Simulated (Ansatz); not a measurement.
**Two runs on AlN**

System: AlN (4 atoms in the cell).
Method of the first run: DFT PBE0 form with exact-exchange fraction 0.5, scalar-relativistic, plane waves, PAW, no spin polarisation (Ansatz 0.2.0).

The structure derives from an entry of the Crystallography Open Database. Text and figures count atoms from 1; the logs count them from 0 in places.

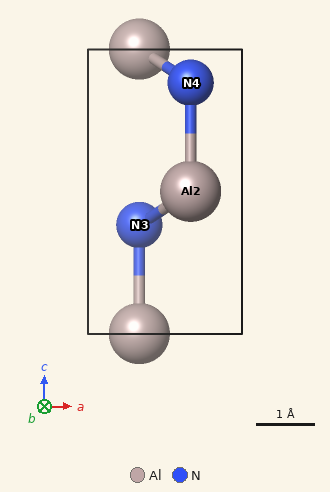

Fig. 1: The input geometry (ball-and-stick view of the cell of the calculation, along the b axis; atoms are numbered from 1 in the order of the input). An atom can appear more than once, as a periodic image. Near neighbours in the periodic cell (some may lie outside the picture): Al has 4 N at 1.89 to 1.90 Å; N has 4 Al at 1.89 to 1.90 Å.

### Input file, the first run
```yaml
crystal:
  lattice:
    - [3.110760629, 0.0, 0.0]
    - [-1.5553803145, 2.6939977298, 0.0]
    - [0.0, 0.0, 4.9787706144]
  atoms:
    - { symbol: Al, position: [0.3333333333, 0.6666666667, 0.0015708995] }
    - { symbol: Al, position: [0.6666666667, 0.3333333333, 0.5015708995] }
    - { symbol: "N", position: [0.3333333333, 0.6666666667, 0.3834291005] }
    - { symbol: "N", position: [0.6666666667, 0.3333333333, 0.8834291005] }
basis:
  ecutwfc: 420
  ecutrho_ratio: 4
kpoints:
  mp_grid: { grid: [6, 6, 4] }
hamiltonian:
  xc: { exchange: pbe, correlation: pbe, exx: { coeff: 0.5 } }
scf:
  occupations: { method: gaussian, width: 0.05 }
  n_extra_bands: 11
output:
  forces: true
  stress: true
  eigenvalues: true
  populations: true
  dos: { projected: true, de: 0.02 }
  write_density: true
  write_potential: true
  elf: true
  volumetric_format: npy
```

Launched with:
```bash
ansatz run input.yaml --threads 4 --pin off --max-ram 8192MiB --backend cpu --events-out ev --progress --plain --runs-dir out
```

Hardware: 4 threads of Arm Neoverse V2, 24 GiB of memory available, shared host.

### Output, shortened to warnings, some set-up lines, iterations and results (the first run)
```
Warning: output.stress: scf.convergence.dr2_threshold = 1e-7 eV (the SCF's general default) is looser than the 4e-10 eV advised for a printed stress (1e-10 eV for each atom of the cell: 4). What an SCF threshold leaves in a stress goes as its square root, and in the free energy as the threshold itself, and one threshold admits the most on a small cell: of the crystals measured, under no hybrid …
Warning: output.stress: scf.exx.energy_threshold = 1e-6 eV is looser than the 4e-8 eV advised for a stress under a hybrid functional (1e-8 eV for each atom of the cell: 4). Every SCF of the exchange loop can meet its threshold on dr2 while the loop round them stops early: no threshold on dr2 bounds what that leaves in the stress. Set scf.exx.energy_threshold to 4e-8 eV or tighter. The threshold …
Basis set: ecut = 420 eV, 809 PW (Γ), exchange–correlation on 48×48×72 points (8 copies of the dense FFT grid, shifted against one another)
Symmetry: 12 space group operations
k-points: 21 of 144 (time reversal used)
Initial density: superposition of atomic densities (neutral atoms: chi_scale 0, normalization atom), corrected by the library's trained network
[...]
SCF iter   1: F=—  HF=-1848.474854 eV  |F-HF|=—  |Δ(HF+E_count)|=         —  Δρ=9.57e-4  dr2=2.37e-4  ethr=1.77e-3  ⟨swp⟩=2.0  Hψ=2856  notcnv=0
SCF iter   2: F=-1848.475011 eV  HF=-1848.474964 eV  |F-HF|=4.68e-5  |Δ(HF+E_count)|=   1.10e-4  Δρ=4.55e-4  dr2=4.64e-5  ethr=1.48e-6  ⟨swp⟩=3.2  Hψ=660  notcnv=0  defer=12
SCF 1 stopped early in 2 iterations: F = -1848.475011 eV  dr2 = 4.64e-5
SCF iter   1: F=—  HF=-1851.378457 eV  |F-HF|=—  |Δ(HF+E_count)|=         —  Δρ=1.11e-2  dr2=2.36e-2  ethr=2.90e-6  ⟨swp⟩=7.6  Hψ=2093  notcnv=0
SCF iter   2: F=—  HF=-1851.366452 eV  |F-HF|=—  |Δ(HF+E_count)|=   1.20e-2  Δρ=4.85e-3  dr2=6.37e-3  ethr=2.90e-6  ⟨swp⟩=3.2  Hψ=950  notcnv=0
[... 9 lines ...]
SCF iter   5: F=-1851.408925 eV  HF=-1851.408925 eV  |F-HF|=1.04e-9  |Δ(HF+E_count)|=  3.14e-10  Δρ=2.52e-6  dr2=1.90e-9  ethr=1.62e-10  ⟨swp⟩=3.9  Hψ=838  notcnv=0  defer=4
SCF 3 converged in 5 iterations: F = -1851.408925 eV  dr2 = 1.90e-9
SCF iter   1: F=—  HF=-1851.408926 eV  |F-HF|=—  |Δ(HF+E_count)|=         —  Δρ=1.44e-5  dr2=5.08e-8  ethr=4.13e-9  ⟨swp⟩=5.2  Hψ=1061  notcnv=0
SCF iter   2: F=-1851.408926 eV  HF=-1851.408926 eV  |F-HF|=1.48e-9  |Δ(HF+E_count)|=   1.66e-8  Δρ=4.31e-6  dr2=3.21e-9  ethr=3.04e-10  ⟨swp⟩=2.4  Hψ=581  notcnv=0  defer=3
SCF 4 converged in 2 iterations: F = -1851.408926 eV  dr2 = 3.21e-9
  Residual-converged pass: ⟨swp⟩=3.0  Hψ=735  notcnv=0  max |occ|·‖R‖ = 6.8e-7 eV (tolerance 1.0e-6 eV)  dr2=3.31e-9  dr2_onsite=3.23e-10  max |Δocc| = 0.0e0
hybrid outer 3: dexx = +8.179e-9 eV, tail = 7.22e-9 eV, Δε = 5.03e-5 eV (about 1.34e-5 eV left of the loop's levels), ΔF = 5.62e-6 eV/Å (tail 1.68e-4)
hybrid SCF converged: 3 outer / 13 inner (+2 warm-up), last move |dexx| = 8.18e-9 eV, tail = 7.22e-9 eV
Stability not checked: this state was not tested for a lower state beside it, because the functional holds exact exchange (a hybrid, or Hartree-Fock), whose exchange loop this test does not read (fock_operator; see scf.lower_state_search)
Free energy (F): -1851.408926 eV
Frozen-core exchange: fock
Harris-Foulkes:  -1851.408926 eV  (|F-HF|=1.48e-9)
Internal energy: -1851.408926 eV  (E = F + TS)
E sigma→0 (E₀):  -1851.408926 eV
Fermi energy:    8.755966 eV
--- Per-component energies (eV) ---
  E_band       = -28.113186
  E_kinetic    = 321.265343
  E_local      = -446.721101  (includes V_loc(G=0)·N_el)
  E_nonlocal   = 106.329207
  E_hartree    = 156.870002
  E_xc         = -111.985982
  E_vxc        = -119.190327  (∫ρ·V_xc dr)
  E_exx        = -85.302424  (= α·E_x^exact, valence–valence)
  E_paw        = -1199.560703  (= ΣΔE_a)
  E_vpaw       = -32.932408  (= ΣTr[D̂ρ^β])
  E_aug_tail   = 0.000191  (compensation charges beyond the density's cutoff)
  E_ewald      = -592.042238
  E_core_change = -0.261227  (= ΣΔE_core)
  E_smearing   = -0.000000  (= −TS)
  E_closure    = 0.000007  (closes the sum)
  Σ components = -1851.408926   (vs F -1851.408926, Δ=2.27e-13)
--- Forces (eV/Å), atoms counted from 1 ---
  atom   1  Al    -0.00000000    -0.00000000    -0.00394053
  atom   2  Al    -0.00000000     0.00000000    -0.00394053
  atom   3  N     -0.00000000     0.00000000     0.00392368
  atom   4  N      0.00000000    -0.00000000     0.00392368
  max |Σ_I F_I| component: 3.37e-5 eV/Å
--- Stress (GPa, compression-positive) ---
       -6.318954       0.000000       0.000000
        0.000000      -6.318954       0.000000
        0.000000       0.000000      -6.227189
  P = ⅓ Tr σ = -6.2884 GPa (-62.884 kbar)
--- Löwdin populations: 4 sites ---
  site symbol       q [e]
     0     Al      1.8326
     1     Al      1.8326
     2      N      6.0913
     3      N      6.0913
  spilling = 0.009511 (of n_electrons = 16.000000)
```

The second run used a changed input.

### The two runs side by side

| quantity | the first run | the second run |
| --- | --- | --- |
| outcome | converged | converged |
| free energy per atom (eV) | −462.8522 | −462.4569 |
| gap on the mesh (eV) | 8.48 | 6.13 |
| pressure (GPa) | −6.29 | −3.23 |
| largest force (eV/Å) | 0.004 | 0.006 |
| SCF iterations | 15 | 13 |
| irreducible k-points | 21 | 21 |
| plane waves at Γ | 809 | 809 |
| wall time (shared host) | 9.2 s | 8.5 s |

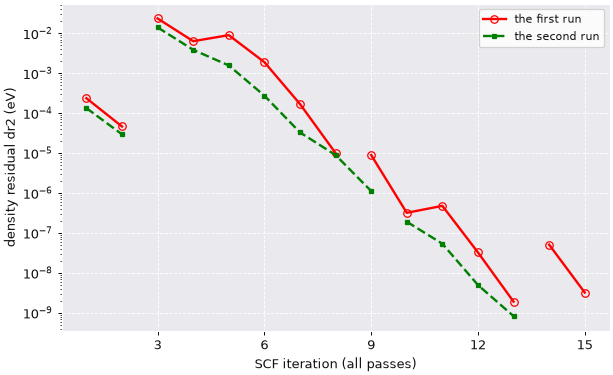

Fig. 2: Convergence of the two runs: density residual dr2 against the SCF iteration. A break in a curve parts two SCF passes. The first run takes 15 iterations in all, and the second run takes 13.

Which change of the input explains these differences?

The change (lines with − go, lines with + come):
```diff
-  xc: { exchange: pbe, correlation: pbe, exx: { coeff: 0.5 } }
+  xc: { preset: hse06, exx: { coeff: 0.35, omega: 0.20787 } }
```

The total energies belong to different methods, so their difference says nothing on which is more stable or more accurate. The gap on the mesh goes from 8.48 to 6.13 eV. The pressure goes from −6.29 to −3.23 GPa. The SCF takes 13 iterations against 15.

### Output, shortened to warnings, some set-up lines, iterations and results (the second run)
```
Warning: output.stress: scf.convergence.dr2_threshold = 1e-7 eV (the SCF's general default) is looser than the 4e-10 eV advised for a printed stress (1e-10 eV for each atom of the cell: 4). What an SCF threshold leaves in a stress goes as its square root, and in the free energy as the threshold itself, and one threshold admits the most on a small cell: of the crystals measured, under no hybrid …
Warning: output.stress: scf.exx.energy_threshold = 1e-6 eV is looser than the 4e-8 eV advised for a stress under a hybrid functional (1e-8 eV for each atom of the cell: 4). Every SCF of the exchange loop can meet its threshold on dr2 while the loop round them stops early: no threshold on dr2 bounds what that leaves in the stress. Set scf.exx.energy_threshold to 4e-8 eV or tighter. The threshold …
Basis set: ecut = 420 eV, 809 PW (Γ), exchange–correlation on 48×48×72 points (8 copies of the dense FFT grid, shifted against one another)
Symmetry: 12 space group operations
k-points: 21 of 144 (time reversal used)
Initial density: superposition of atomic densities (neutral atoms: chi_scale 0, normalization atom), corrected by the library's trained network
[...]
SCF iter   1: F=—  HF=-1848.479397 eV  |F-HF|=—  |Δ(HF+E_count)|=         —  Δρ=8.31e-4  dr2=1.34e-4  ethr=1.77e-3  ⟨swp⟩=2.0  Hψ=2856  notcnv=0
SCF iter   2: F=-1848.479628 eV  HF=-1848.479565 eV  |F-HF|=6.26e-5  |Δ(HF+E_count)|=   1.68e-4  Δρ=4.12e-4  dr2=2.95e-5  ethr=8.36e-7  ⟨swp⟩=3.4  Hψ=664  notcnv=0  defer=11
SCF 1 stopped early in 2 iterations: F = -1848.479628 eV  dr2 = 2.95e-5
SCF iter   1: F=—  HF=-1849.822375 eV  |F-HF|=—  |Δ(HF+E_count)|=         —  Δρ=8.51e-3  dr2=1.41e-2  ethr=1.84e-6  ⟨swp⟩=8.1  Hψ=2107  notcnv=0
SCF iter   2: F=—  HF=-1849.816267 eV  |F-HF|=—  |Δ(HF+E_count)|=   6.11e-3  Δρ=3.77e-3  dr2=3.87e-3  ethr=1.84e-6  ⟨swp⟩=3.8  Hψ=814  notcnv=0
[... 6 lines ...]
SCF iter   1: F=—  HF=-1849.827467 eV  |F-HF|=—  |Δ(HF+E_count)|=         —  Δρ=3.78e-5  dr2=1.91e-7  ethr=7.69e-7  ⟨swp⟩=4.0  Hψ=913  notcnv=0
SCF iter   2: F=—  HF=-1849.827467 eV  |F-HF|=—  |Δ(HF+E_count)|=   3.23e-7  Δρ=1.55e-5  dr2=5.36e-8  ethr=9.52e-10  ⟨swp⟩=4.1  Hψ=837  notcnv=0  defer=2
SCF iter   3: F=—  HF=-1849.827467 eV  |F-HF|=—  |Δ(HF+E_count)|=   1.55e-8  Δρ=6.53e-6  dr2=4.95e-9  ethr=2.60e-10  ⟨swp⟩=2.5  Hψ=614  notcnv=0  defer=3
SCF iter   4: F=-1849.827468 eV  HF=-1849.827468 eV  |F-HF|=1.82e-10  |Δ(HF+E_count)|=   1.83e-8  Δρ=1.92e-6  dr2=8.23e-10  ethr=2.57e-11  ⟨swp⟩=4.4  Hψ=1074  notcnv=0  …
SCF 3 converged in 4 iterations: F = -1849.827468 eV  dr2 = 8.23e-10
  Residual-converged pass: ⟨swp⟩=2.9  Hψ=620  notcnv=0  max |occ|·‖R‖ = 6.1e-7 eV (tolerance 6.3e-7 eV)  dr2=8.29e-10  dr2_onsite=1.19e-10  max |Δocc| = 0.0e0
hybrid outer 2: dexx = +3.105e-7 eV, tail = 1.21e-8 eV, Δε = 1.59e-3 eV (about 3.81e-5 eV left of the loop's levels), ΔF = 9.01e-4 eV/Å (tail 2.89e-4)
hybrid SCF converged: 2 outer / 11 inner (+2 warm-up), last move |dexx| = 3.10e-7 eV, tail = 1.21e-8 eV
Stability not checked: this state was not tested for a lower state beside it, because the functional holds exact exchange (a hybrid, or Hartree-Fock), whose exchange loop this test does not read (fock_operator; see scf.lower_state_search)
Free energy (F): -1849.827468 eV
Frozen-core exchange: fock
Harris-Foulkes:  -1849.827468 eV  (|F-HF|=1.82e-10)
Internal energy: -1849.827468 eV  (E = F + TS)
E sigma→0 (E₀):  -1849.827468 eV
Fermi energy:    8.940835 eV
--- Per-component energies (eV) ---
  E_band       = -1.147273
  E_kinetic    = 320.522234
  E_local      = -446.784682  (includes V_loc(G=0)·N_el)
  E_nonlocal   = 107.524219
  E_hartree    = 156.389242
  E_xc         = -149.783409
  E_vxc        = -157.012302  (∫ρ·V_xc dr)
  E_exx        = -50.309181  (= α·E_x^exact, valence–valence)
  E_paw        = -1195.157599  (= ΣΔE_a)
  E_vpaw       = -37.556176  (= ΣTr[D̂ρ^β])
  E_aug_tail   = 0.000192  (compensation charges beyond the density's cutoff)
  E_ewald      = -592.042238
  E_core_change = -0.186244  (= ΣΔE_core)
  E_smearing   = -0.000000  (= −TS)
  E_closure    = 0.000000  (closes the sum)
  Σ components = -1849.827468   (vs F -1849.827468, Δ=0.00e0)
--- Forces (eV/Å), atoms counted from 1 ---
  atom   1  Al     0.00000000    -0.00000000    -0.00594548
  atom   2  Al     0.00000000     0.00000000    -0.00594548
  atom   3  N     -0.00000000     0.00000000     0.00592045
  atom   4  N      0.00000000    -0.00000000     0.00592045
  max |Σ_I F_I| component: 5.01e-5 eV/Å
--- Stress (GPa, compression-positive) ---
       -3.254208       0.000000       0.000000
        0.000000      -3.254208       0.000000
        0.000000       0.000000      -3.172858
  P = ⅓ Tr σ = -3.2271 GPa (-32.271 kbar)
--- Löwdin populations: 4 sites ---
  site symbol       q [e]
     0     Al      1.8529
     1     Al      1.8529
     2      N      6.0747
     3      N      6.0747
  spilling = 0.009052 (of n_electrons = 16.000000)
```

For both runs: Warnings: the exchange loop's threshold is looser than advised for the stress; the SCF threshold is looser than advised for the printed stress. For the first run: The cell is under a tension of 6.3 GPa at this level, so it is not at its equilibrium volume.
